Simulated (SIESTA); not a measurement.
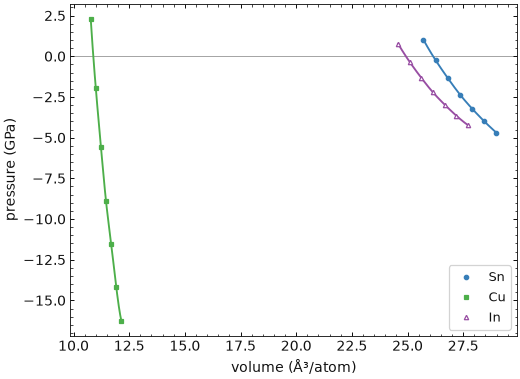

The picture above shows the pressure against volume, with one curve for each element, for Cu, In and Sn (all in space group I4/mmm (No. 139)).

Method: DFT in numerical atomic orbitals with pseudopotentials, no spin polarisation; energies at scaled volumes of the given cell, shape and fractions fixed, counted from the fit's minimum, third-order Birch-Murnaghan fit (SIESTA 5.4.2). Level: LDA.

occupations Fermi–Dirac; smearing width 0.05 eV; potentials PseudoDojo 0.4 standard, converted to PSML, two zetas on semicore shells.

Settings that differ: Sn: k mesh 10×10×10; Cu: k mesh 13×13×13; In: k mesh 11×11×11.

### Order the curves by fitted equilibrium volume, smallest first.

Cu 10.889, In 24.925, Sn 26.149 Å³/atom.

### Order the curves by fitted bulk modulus, smallest first.

In 52.5, Sn 57.9, Cu 197.9 GPa.

### For Sn: read off the course of the pressure.

It falls from 1.02 GPa at volume 25.71 Å³/atom to −4.70 GPa at 28.99 Å³/atom, and changes sign near 26.16 Å³/atom.

### For Cu: how does the pressure vary with volume?

It falls from 2.31 GPa at volume 10.77 Å³/atom to −16.25 GPa at 12.15 Å³/atom, and changes sign near 10.89 Å³/atom.

### For In: read off the course of the pressure.

It falls from 0.77 GPa at volume 24.57 Å³/atom to −4.23 GPa at 27.71 Å³/atom, and changes sign near 24.93 Å³/atom.

Limits of the calculation: mulliken charges of long orbitals; short basis over semicore shells (Cu); shape and atomic fractions are frozen while scaling, which makes layered, chain and framework solids too stiff.
